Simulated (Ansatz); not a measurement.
## Single-point calculation of In$_{64}$As$_{64}$ (part 2 of 2)

The same run, continued: In$_{64}$As$_{64}$ (F-43m, 128 atoms in the cell); DFT, r2SCAN, PAW, plane waves (Ansatz 0.2.0); cutoff 500 eV, 1×1×1 k-mesh, Fermi–Dirac smearing of 0.01 eV. The structure was built on a prototype by a generator.

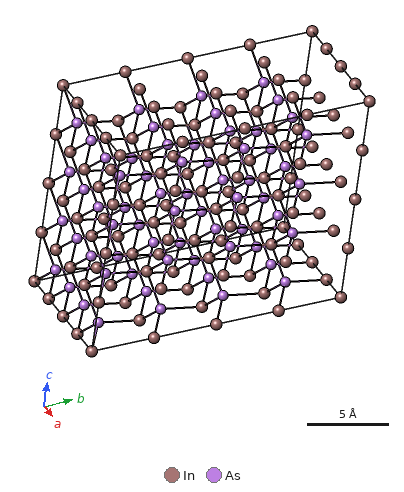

*The input geometry (ball-and-stick view of the cell of the calculation, seen slightly off an axis).*

**Log, continued**
```
--- Forces (eV/Å), atoms counted from 1 ---
  atom   1  In     0.00000000    -0.00000000    -0.00000000
  atom   2  In     0.00000000    -0.00000000    -0.00000000
  atom   3  In     0.00000000    -0.00000000     0.00000000
  atom   4  In     0.00000000    -0.00000000     0.00000000
  atom   5  In     0.00000000     0.00000000    -0.00000000
  atom   6  In     0.00000000    -0.00000000    -0.00000000
  atom   7  In     0.00000000    -0.00000000    -0.00000000
  atom   8  In     0.00000000    -0.00000000     0.00000000
  atom   9  In     0.00000000    -0.00000000     0.00000000
  atom  10  In     0.00000000    -0.00000000    -0.00000000
  atom  11  In     0.00000000     0.00000000    -0.00000000
  atom  12  In     0.00000000    -0.00000000    -0.00000000
  atom  13  In     0.00000000    -0.00000000    -0.00000000
  atom  14  In     0.00000000    -0.00000000    -0.00000000
  atom  15  In     0.00000000     0.00000000    -0.00000000
  atom  16  In     0.00000000    -0.00000000    -0.00000000
  atom  17  In     0.00000000    -0.00000000    -0.00000000
  atom  18  In     0.00000000    -0.00000000    -0.00000000
  atom  19  In     0.00000000    -0.00000000    -0.00000000
  atom  20  In     0.00000000    -0.00000000    -0.00000000
  atom  21  In     0.00000000    -0.00000000     0.00000000
  atom  22  In     0.00000000     0.00000000    -0.00000000
  atom  23  In     0.00000000    -0.00000000    -0.00000000
  atom  24  In     0.00000000     0.00000000    -0.00000000
  atom  25  In     0.00000000    -0.00000000    -0.00000000
  atom  26  In     0.00000000    -0.00000000     0.00000000
  atom  27  In     0.00000000    -0.00000000    -0.00000000
  atom  28  In     0.00000000    -0.00000000    -0.00000000
  atom  29  In     0.00000000    -0.00000000     0.00000000
  atom  30  In     0.00000000     0.00000000    -0.00000000
  atom  31  In     0.00000000    -0.00000000    -0.00000000
  atom  32  In     0.00000000    -0.00000000    -0.00000000
  atom  33  In     0.00000000    -0.00000000     0.00000000
  atom  34  In     0.00000000    -0.00000000    -0.00000000
  atom  35  In     0.00000000    -0.00000000    -0.00000000
  atom  36  In     0.00000000    -0.00000000    -0.00000000
  atom  37  In     0.00000000    -0.00000000    -0.00000000
  atom  38  In     0.00000000    -0.00000000     0.00000000
  atom  39  In     0.00000000     0.00000000    -0.00000000
  atom  40  In     0.00000000    -0.00000000    -0.00000000
  atom  41  In     0.00000000     0.00000000    -0.00000000
  atom  42  In     0.00000000    -0.00000000    -0.00000000
  atom  43  In     0.00000000    -0.00000000    -0.00000000
  atom  44  In     0.00000000    -0.00000000    -0.00000000
  atom  45  In     0.00000000     0.00000000    -0.00000000
  atom  46  In     0.00000000     0.00000000    -0.00000000
  atom  47  In     0.00000000    -0.00000000    -0.00000000
  atom  48  In     0.00000000    -0.00000000    -0.00000000
  atom  49  In     0.00000000    -0.00000000    -0.00000000
  atom  50  In     0.00000000    -0.00000000     0.00000000
  atom  51  In     0.00000000    -0.00000000     0.00000000
  atom  52  In     0.00000000     0.00000000    -0.00000000
  atom  53  In     0.00000000     0.00000000    -0.00000000
  atom  54  In     0.00000000    -0.00000000    -0.00000000
  atom  55  In     0.00000000    -0.00000000    -0.00000000
  atom  56  In     0.00000000    -0.00000000     0.00000000
  atom  57  In     0.00000000    -0.00000000    -0.00000000
  atom  58  In     0.00000000    -0.00000000    -0.00000000
  atom  59  In     0.00000000     0.00000000    -0.00000000
  atom  60  In     0.00000000    -0.00000000    -0.00000000
  atom  61  In     0.00000000    -0.00000000    -0.00000000
  atom  62  In     0.00000000    -0.00000000    -0.00000000
  atom  63  In     0.00000000    -0.00000000    -0.00000000
  atom  64  In     0.00000000    -0.00000000    -0.00000000
  atom  65  As    -0.00000000     0.00000000     0.00000000
  atom  66  As    -0.00000000    -0.00000000    -0.00000000
  atom  67  As    -0.00000000     0.00000000     0.00000000
  atom  68  As    -0.00000000     0.00000000     0.00000000
  atom  69  As    -0.00000000    -0.00000000    -0.00000000
  atom  70  As    -0.00000000    -0.00000000    -0.00000000
  atom  71  As    -0.00000000    -0.00000000    -0.00000000
  atom  72  As    -0.00000000     0.00000000     0.00000000
  atom  73  As    -0.00000000     0.00000000     0.00000000
  atom  74  As    -0.00000000    -0.00000000    -0.00000000
  atom  75  As    -0.00000000    -0.00000000    -0.00000000
  atom  76  As    -0.00000000    -0.00000000    -0.00000000
  atom  77  As    -0.00000000     0.00000000     0.00000000
  atom  78  As    -0.00000000     0.00000000     0.00000000
  atom  79  As    -0.00000000    -0.00000000    -0.00000000
  atom  80  As    -0.00000000     0.00000000     0.00000000
  atom  81  As    -0.00000000     0.00000000     0.00000000
  atom  82  As    -0.00000000    -0.00000000    -0.00000000
  atom  83  As    -0.00000000    -0.00000000    -0.00000000
  atom  84  As    -0.00000000     0.00000000     0.00000000
  atom  85  As    -0.00000000     0.00000000     0.00000000
  atom  86  As    -0.00000000    -0.00000000    -0.00000000
  atom  87  As    -0.00000000     0.00000000     0.00000000
  atom  88  As    -0.00000000    -0.00000000    -0.00000000
  atom  89  As    -0.00000000    -0.00000000    -0.00000000
  atom  90  As    -0.00000000     0.00000000     0.00000000
  atom  91  As    -0.00000000    -0.00000000    -0.00000000
  atom  92  As    -0.00000000     0.00000000     0.00000000
  atom  93  As    -0.00000000    -0.00000000     0.00000000
  atom  94  As    -0.00000000    -0.00000000    -0.00000000
  atom  95  As    -0.00000000    -0.00000000    -0.00000000
  atom  96  As    -0.00000000     0.00000000     0.00000000
  atom  97  As    -0.00000000     0.00000000     0.00000000
  atom  98  As    -0.00000000    -0.00000000    -0.00000000
  atom  99  As    -0.00000000    -0.00000000    -0.00000000
  atom 100  As    -0.00000000     0.00000000     0.00000000
  atom 101  As    -0.00000000     0.00000000     0.00000000
  atom 102  As    -0.00000000     0.00000000     0.00000000
  atom 103  As    -0.00000000    -0.00000000    -0.00000000
  atom 104  As    -0.00000000    -0.00000000    -0.00000000
  atom 105  As    -0.00000000    -0.00000000    -0.00000000
  atom 106  As    -0.00000000    -0.00000000    -0.00000000
  atom 107  As    -0.00000000     0.00000000     0.00000000
  atom 108  As    -0.00000000     0.00000000     0.00000000
  atom 109  As    -0.00000000     0.00000000     0.00000000
  atom 110  As    -0.00000000    -0.00000000    -0.00000000
  atom 111  As    -0.00000000    -0.00000000    -0.00000000
  atom 112  As    -0.00000000     0.00000000     0.00000000
  atom 113  As    -0.00000000    -0.00000000    -0.00000000
  atom 114  As    -0.00000000     0.00000000     0.00000000
  atom 115  As    -0.00000000     0.00000000     0.00000000
  atom 116  As    -0.00000000    -0.00000000    -0.00000000
  atom 117  As    -0.00000000    -0.00000000    -0.00000000
  atom 118  As    -0.00000000    -0.00000000    -0.00000000
  atom 119  As    -0.00000000     0.00000000     0.00000000
  atom 120  As    -0.00000000     0.00000000     0.00000000
  atom 121  As    -0.00000000     0.00000000     0.00000000
  atom 122  As    -0.00000000     0.00000000     0.00000000
  atom 123  As    -0.00000000    -0.00000000    -0.00000000
  atom 124  As    -0.00000000    -0.00000000    -0.00000000
  atom 125  As    -0.00000000    -0.00000000    -0.00000000
  atom 126  As    -0.00000000     0.00000000     0.00000000
  atom 127  As    -0.00000000     0.00000000     0.00000000
  atom 128  As    -0.00000000    -0.00000000    -0.00000000
  max |Σ_I F_I| component: 2.26e-23 eV/Å
--- Band table (eV) ---
  k-point 0: bands = ["-28.1265", "-28.1265", "-28.1265", "-28.1263", "-28.1263", "-28.1263", "-28.1263", "-28.1263", "-28.1263", "-28.1262", ... 866 levels left out ..., "6.4015", "6.8230", "6.8230", "6.8230", "6.8230", "6.8230", "6.8230", "6.8230", "6.8230", "6.8230", "6.8230", "6.8230", "6.8230", "6.8230", "6.8230", "6.8230", "6.8230", "7.3908", "7.3908", "7.3908", "7.5187", "8.6466", "8.6466", "8.6466", "8.6466", "8.9336", "8.9336", "8.9336", "8.9336",
      "8.9336", "8.9336", "8.9336", "8.9336", "9.2219", "9.2219", "9.2219", "9.7191", "9.7191", "9.7191", "9.9526", "9.9526", "9.9526", "9.9526", "9.9526", "9.9526", "9.9577", "9.9577", "9.9577", "9.9577", "9.9577", "9.9577", "9.9577", "9.9577", "9.9577", "9.9577", "9.9577", "9.9577", "9.9577", "9.9577", "9.9577", "9.9577", "9.9577", "9.9577", "9.9577", "9.9577", "9.9577", "9.9577", "9.9577", "9.9577",
      "10.2911", "10.2911", "10.2911", "10.2911", "10.2911", "10.2911", "10.2911", "10.2911", "10.2911", "10.2911", "10.2911", "10.2911", "10.4568", "10.4568", "10.4568", "10.4568", "10.4568", "10.4568", "11.6339", "11.6339", "11.6339", "11.8913", "11.8913", "11.8913", "11.8913", "11.8913", "11.8913", "11.9197", "11.9197", "11.9197", "11.9197", "11.9197", "11.9197", "11.9197", "11.9197", "11.9197", "11.9197", "11.9197", "11.9197", "11.9197",
      "11.9197", "11.9197", "11.9197", "11.9197", "11.9197", "11.9197", "11.9197", "11.9197", "11.9197", "11.9197", "11.9197", "11.9524", "11.9524", "11.9524", "11.9524", "11.9524", "11.9524", "12.3542", "12.3542", "12.3542", "12.3542", "12.3542", "12.3542", "12.3542", "12.3542", "12.3542", "12.3542", "12.3542", "12.3542", "12.3542", "12.3542", "12.3542", "12.3542", "12.4052", "12.4052", "12.4052", "12.4052", "12.4052", "12.4052", "12.4052",
      "12.4052", "12.7231", "12.7231", "12.7231", "12.7231", "12.7231", "12.7231", "12.7231", "12.7231", "12.7231", "12.7231", "12.7231", "12.7231", "12.8090", "12.8090", "12.8090", "12.8090", "12.8090", "12.8090", "12.9024", "12.9024", "12.9024", "12.9024", "12.9024", "12.9024", "12.9024", "12.9024", "13.0970", "13.0970", "13.0970", "13.0970", "13.0970", "13.0970", "13.0970", "13.0970", "13.0970", "13.0970", "13.0970", "13.0970", "13.2222",
      "13.2222", "13.2222", "13.2222", "13.2222", "13.2222", "13.2222", "13.2222", "13.2222", "13.2222", "13.2222", "13.2222"]
--- Löwdin populations: 128 sites ---
  site symbol       q [e]
     0     In     12.6244
     1     In     12.6244
     2     In     12.6244
     3     In     12.6244
     4     In     12.6244
     5     In     12.6244
     6     In     12.6244
     7     In     12.6244
     8     In     12.6244
     9     In     12.6244
    10     In     12.6244
    11     In     12.6244
    12     In     12.6244
    13     In     12.6244
    14     In     12.6244
    15     In     12.6244
    16     In     12.6244
    17     In     12.6244
    18     In     12.6244
    19     In     12.6244
    20     In     12.6244
    21     In     12.6244
    22     In     12.6244
    23     In     12.6244
    24     In     12.6244
    25     In     12.6244
    26     In     12.6244
    27     In     12.6244
    28     In     12.6244
    29     In     12.6244
    30     In     12.6244
    31     In     12.6244
    32     In     12.6244
    33     In     12.6244
    34     In     12.6244
    35     In     12.6244
    36     In     12.6244
    37     In     12.6244
    38     In     12.6244
    39     In     12.6244
    40     In     12.6244
    41     In     12.6244
    42     In     12.6244
    43     In     12.6244
    44     In     12.6244
    45     In     12.6244
    46     In     12.6244
    47     In     12.6244
    48     In     12.6244
    49     In     12.6244
    50     In     12.6244
    51     In     12.6244
    52     In     12.6244
    53     In     12.6244
    54     In     12.6244
    55     In     12.6244
    56     In     12.6244
    57     In     12.6244
    58     In     12.6244
    59     In     12.6244
    60     In     12.6244
    61     In     12.6244
    62     In     12.6244
    63     In     12.6244
    64     As     15.3377
    65     As     15.3377
    66     As     15.3377
    67     As     15.3377
    68     As     15.3377
    69     As     15.3377
    70     As     15.3377
    71     As     15.3377
    72     As     15.3377
    73     As     15.3377
    74     As     15.3377
    75     As     15.3377
    76     As     15.3377
    77     As     15.3377
    78     As     15.3377
    79     As     15.3377
    80     As     15.3377
    81     As     15.3377
    82     As     15.3377
    83     As     15.3377
    84     As     15.3377
    85     As     15.3377
    86     As     15.3377
    87     As     15.3377
    88     As     15.3377
    89     As     15.3377
    90     As     15.3377
    91     As     15.3377
    92     As     15.3377
    93     As     15.3377
    94     As     15.3377
    95     As     15.3377
    96     As     15.3377
    97     As     15.3377
    98     As     15.3377
    99     As     15.3377
   100     As     15.3377
   101     As     15.3377
   102     As     15.3377
   103     As     15.3377
   104     As     15.3377
   105     As     15.3377
   106     As     15.3377
   107     As     15.3377
   108     As     15.3377
   109     As     15.3377
   110     As     15.3377
   111     As     15.3377
   112     As     15.3377
   113     As     15.3377
   114     As     15.3377
   115     As     15.3377
   116     As     15.3377
   117     As     15.3377
   118     As     15.3377
   119     As     15.3377
   120     As     15.3377
   121     As     15.3377
   122     As     15.3377
   123     As     15.3377
   124     As     15.3377
   125     As     15.3377
   126     As     15.3377
   127     As     15.3377
  spilling = 0.001354 (of n_electrons = 1792.000000)
```
